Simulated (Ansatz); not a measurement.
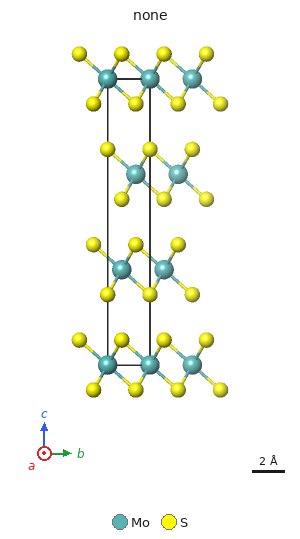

Solid MoS$_{2}$ (set up in R-3m), relaxed (cell and atoms) with several dispersion corrections. The picture shows the result with none. The picture is a ball-and-stick view of the conventional cell (3 times the calculation's cell), repeated 1 × 2 × 1 with one cell outlined, seen along the a axis. Lengths and directions refer to the drawn axes.

Computed with Ansatz 0.2.0: PBEsol, Ansatz PAW. Set-up: plane-wave cutoff 420 eV; k-point mesh 10 × 10 × 10; occupations fermi-dirac; smearing width 0.05 eV; no spin polarisation; cell and atoms relaxed; force threshold 0.01 eV/Å.

| dispersion correction | volume (Å³/atom) | a (Å) | c (Å) |
| --- | --- | --- | --- |
| none | 17.196 | 3.126 | 18.287 |
| D3(BJ) | ? | ? | ? |
| D4 | 16.323 | 3.098 | 17.675 |
| D3(BJ)-ATM | 16.068 | 3.087 | 17.518 |

Fill in the missing row.

Answer. With D3(BJ) the volume is the smallest of the series, below D3(BJ)-ATM (16.068). The calculation gives 15.895 Å³/atom (a = 3.080 Å, c = 17.415 Å). In order of volume: D3(BJ) < D3(BJ)-ATM < D4 < none; the spread is 8.2 %.

Limits of the set-up: layers or molecules are held without a dispersion correction, so their spacing is unreliable.
